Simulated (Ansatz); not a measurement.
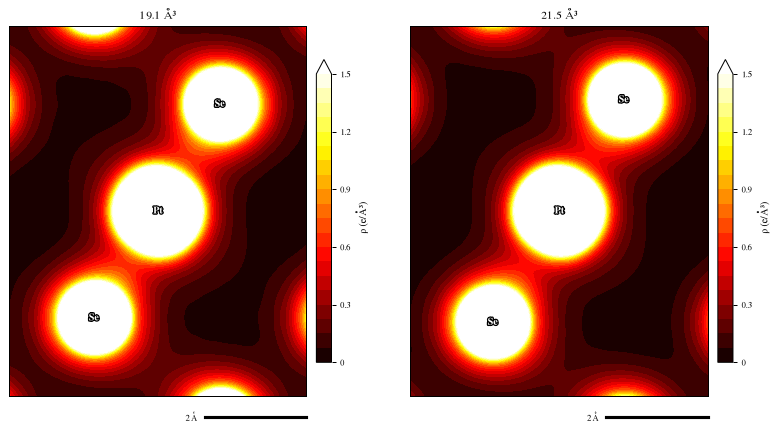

PtSe₂. The valence charge density (pseudo) of cells scaled evenly to different volumes (given per atom above each panel), on the (110) plane of each (indices in the axes of the cell below), at one length scale and on one colour scale.

The calculation used Kohn-Sham DFT of a periodic cell, PBEsol, Ansatz PAW in Ansatz.

Core electrons are frozen (PAW), and the valence fields are smoothed inside the atomic spheres.

The largest cell:

```cif
data_structure
_symmetry_space_group_name_H-M 'P 1'
_symmetry_Int_Tables_number 1
_cell_length_a 3.7970
_cell_length_b 3.7970
_cell_length_c 5.1613
_cell_angle_alpha 90.000
_cell_angle_beta 90.000
_cell_angle_gamma 120.000
_cell_volume 64.44
loop_
_atom_site_label
_atom_site_type_symbol
_atom_site_fract_x
_atom_site_fract_y
_atom_site_fract_z
_atom_site_occupancy
Pt1 Pt 0.00000 0.00000 0.00000 1
Se1 Se 0.66667 0.33333 0.75000 1
Se2 Se 0.33333 0.66667 0.25000 1
```

| volume (Å³/atom) | Pt–Se contact in the plane (Å) | ρ at its midpoint (e/Å³) | pressure (GPa) | 
| --- | --- | --- | --- |
| 19.05 | 2.444 | 0.654 | 12.0 | 
| 21.08 | 2.528 | ? | ? | 
| 21.48 | 2.544 | 0.546 | −4.8 | 

Estimate the missing row, and compare with the calculation.

Answer. Over the known rows ln ρ falls by 1.80 per Å of Pt–Se distance (the line through the two), which gives 0.562 e/Å³ at 2.528 Å; the calculation gives 0.562 e/Å³. For the pressure, a straight line in volume between the neighbouring rows gives −2.0 GPa; the calculation gives −2.8, lower because pressure rises ever faster on compression.
